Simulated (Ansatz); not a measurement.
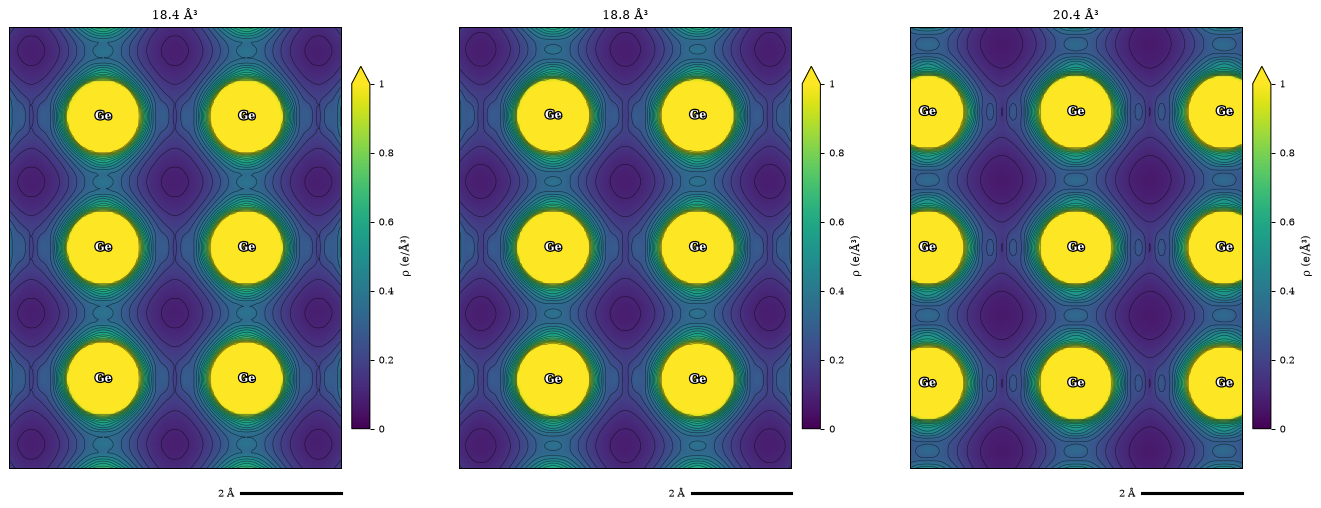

Ge. The valence pseudo-density of cells scaled evenly to different volumes (given per atom above each panel), on the (010) plane of each (indices in the axes of the cell below), at one length scale and on one colour scale.

A structure from a database of computed crystals, not necessarily the ambient phase.

Theory: Kohn-Sham DFT of a periodic cell, HSE06, Ansatz PAW (Ansatz).

The largest cell:

```
Ge
1.0
     1.41553   -2.63474    0.00000
     1.41553    2.63474    0.00000
     0.00000    0.00000    2.73374
Ge
1
Direct
  0.50000 0.50000 0.00000
```

| volume (Å³/atom) | Ge–Ge contact in the plane (Å) | ρ at its midpoint (e/Å³) | pressure (GPa) | 
| --- | --- | --- | --- |
| 18.43 | 2.643 | 0.384 | 1.7 | 
| 18.82 | 2.662 | 0.374 | 0.0 | 
| 19.61 | 2.698 | ? | ? | 
| 20.39 | 2.734 | 0.346 | −5.5 | 

Question: What values belong in the row with question marks?

Answer: Over the known rows ln ρ falls by 1.13 per Å of Ge–Ge distance (a least-squares line), which gives 0.360 e/Å³ at 2.698 Å; the calculation gives 0.359 e/Å³. For the pressure, a straight line in volume between the neighbouring rows gives −2.8 GPa; the calculation gives −3.1, lower because pressure rises ever faster on compression.
